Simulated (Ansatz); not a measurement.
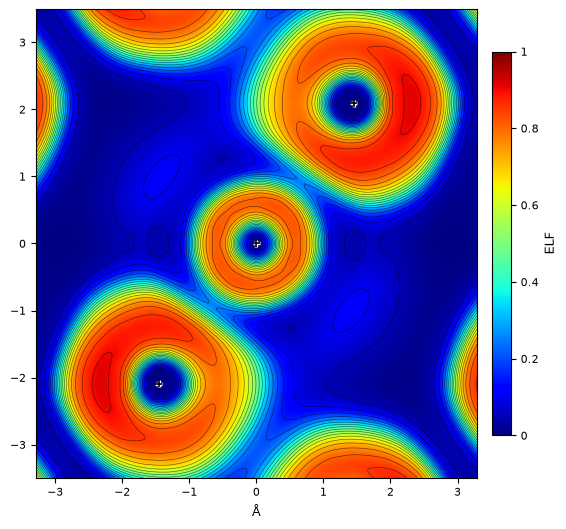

The ELF on a plane through atoms (crosses mark nuclei in the plane).

All numbers below come from DFT PBEsol, scalar-relativistic, plane waves, PAW (Ansatz).

Candidates:
A. ZrS$_{2}$, a = 3.63 Å, b = 3.63 Å, c = 5.88 Å, α = 90.00°, β = 90.00°, γ = 120.00°. Space group P-3m1.
B. WS$_{2}$, a = 3.15 Å, b = 3.15 Å, c = 16.95 Å, α = 90.00°, β = 90.00°, γ = 120.00°. Space group P-6m2; a structure from a database of computed crystals, not necessarily the ambient phase.
C. HfN, a = 3.12 Å, b = 3.12 Å, c = 5.50 Å, α = 90.00°, β = 90.00°, γ = 120.00°. Space group P6₃/mmc; a structure from a database of computed crystals, not necessarily the ambient phase; changed on purpose from its base cell (uniaxial strain along c, a, b and atoms relaxed: +2.0 %); computed pressure about −3 GPa in this cell.

### Which system is this?

Candidate A: ZrS$_{2}$ on the (110) plane of the conventional cell, which holds Zr and S. Zr–S (2.55 Å): the ELF peaks at about 0.85 in the valence shell of S, 0.8 Å from its nucleus, and is about 0.40 at the midpoint.
